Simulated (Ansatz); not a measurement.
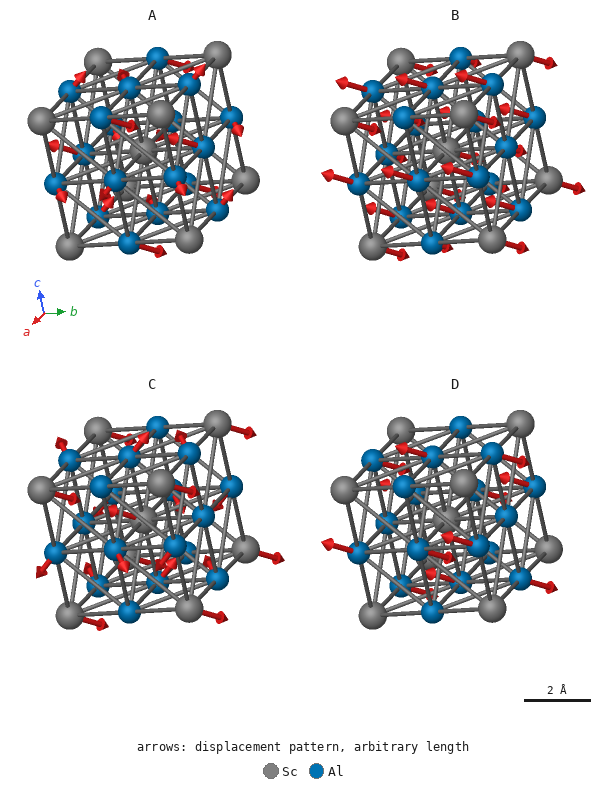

Four modes of a crystal of ScAl3 at the zone centre of a doubled cell, in no order (one member of each degenerate set). The red arrows give the relative displacements of the atoms. The picture is a ball-and-stick view of the cell of the calculation, seen slightly off an axis.

Theory: DFT PBEsol, scalar-relativistic, plane waves, PAW (Ansatz 0.2.0). (plane-wave cutoff 420 eV; k-point mesh 10 × 10 × 10; occupations gaussian; smearing width 0.15 eV; no spin polarisation)

Question: Order them from the lowest to the highest frequency (imaginary ones first).

Answer: A (152 cm⁻¹), C (184 cm⁻¹), D (260 cm⁻¹), B (337 cm⁻¹). A, doubly degenerate: The Sc atoms stay at rest; atoms of one kind move against one another, with no net shift of their sublattice. C, triply degenerate: Atoms of one kind move against one another, with no net shift of any sublattice; the kinetic energy is shared as Sc 65 %, Al 35 %. D, triply degenerate: The Sc atoms stay at rest; all motion is along [1 −1 1] of the drawn cell; atoms of one kind move against one another, with no net shift of their sublattice. B, triply degenerate: All motion is along [1 −1 1] of the drawn cell; the kinetic energy is shared as Al 61 %, Sc 39 %. The crystal is metallic in this run.
